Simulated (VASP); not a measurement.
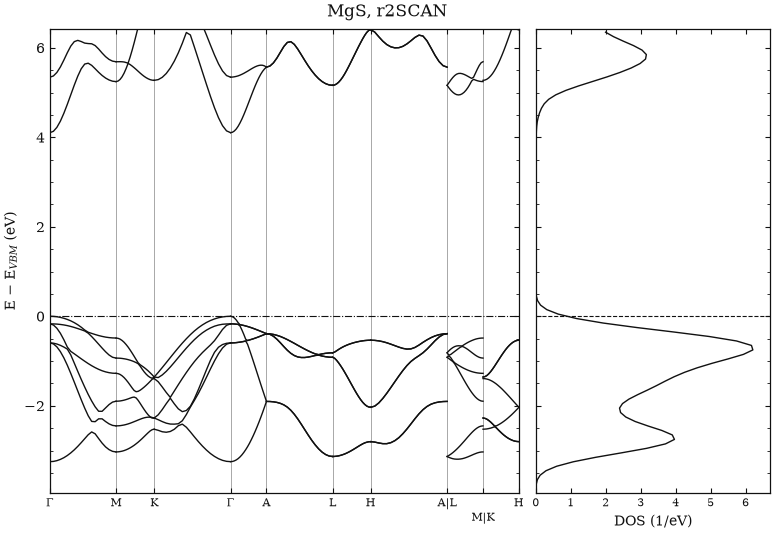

Band structure and density of states. Energies are counted from the top of the valence band. The DOS curve is built from the levels of the k mesh with Gaussians 0.55 eV wide, which also blur the band edges; ripples of that width can come from the mesh.

**Which Bravais lattice do the labels of the path belong to?**

A hexagonal (primitive) lattice: the path Γ–M–K–Γ–A–L–H–A|L–M|K–H runs through the special points of its Brillouin zone.

This input was run:

INCAR:
```
SYSTEM = MgS
PREC = Accurate ; ENCUT = 520
EDIFF = 1E-6 ; ISMEAR = 0
SIGMA = 0.02 ; LREAL = .FALSE.
LASPH = .TRUE. ; NELM = 100
ALGO = Normal ; ISIF = 2
LWAVE = .FALSE. ; LCHARG = .FALSE.
METAGGA = R2SCAN ; LMIXTAU = .TRUE.
```

KPOINTS:
```
regular mesh
0
G
  8 8 4
  0 0 0
```

POSCAR:
```
MgS
1.0
    4.0346224068      0.0000000000      0.0000000000
   -2.0173112034      3.4940854990      0.0000000000
    0.0000000000      0.0000000000      6.4322941800
S Mg
2 2
Direct
    0.6666666667      0.3333333333      0.8792441500
    0.3333333333      0.6666666667      0.3792441500
    0.3333333333      0.6666666667      0.9957548500
    0.6666666667      0.3333333333      0.4957548500
```

KPOINTS_OPT:
```
path GMKGALHA,LM,KH
20
line-mode
reciprocal
 0.0000000000  0.0000000000  0.0000000000  G
 0.5000000000  0.0000000000  0.0000000000  M

 0.5000000000  0.0000000000  0.0000000000  M
 0.3333333333  0.3333333333  0.0000000000  K

 0.3333333333  0.3333333333  0.0000000000  K
 0.0000000000  0.0000000000  0.0000000000  G

 0.0000000000  0.0000000000  0.0000000000  G
 0.0000000000  0.0000000000  0.5000000000  A

 0.0000000000  0.0000000000  0.5000000000  A
 0.5000000000  0.0000000000  0.5000000000  L

 0.5000000000  0.0000000000  0.5000000000  L
 0.3333333333  0.3333333333  0.5000000000  H

 0.3333333333  0.3333333333  0.5000000000  H
 0.0000000000  0.0000000000  0.5000000000  A

 0.5000000000  0.0000000000  0.5000000000  L
 0.5000000000  0.0000000000  0.0000000000  M

 0.3333333333  0.3333333333  0.0000000000  K
 0.3333333333  0.3333333333  0.5000000000  H
```

System: wurtzite MgS, space group P6_3mc (No. 186), 4 atoms in the cell.

Computed with VASP 6.6.1: r2SCAN, VASP PAW PBE potentials, release 64 (S, Mg), no spin polarisation, no spin-orbit coupling, 8×8×4 k mesh, 520 eV cutoff.

**Is there a gap? Give its size, its kind and where the band edges lie.**

The bands leave a gap. The gap along this path is 4.10 eV and direct: both edges lie at Γ.

**What are the direct gaps at K, A and M?**

The direct gaps are 6.63 eV at K, 5.96 eV at A and 5.73 eV at M.

The PAW data sets were made with another functional. LDA, GGA and most meta-GGA functionals understate gaps. The usual form of MgS is rocksalt.
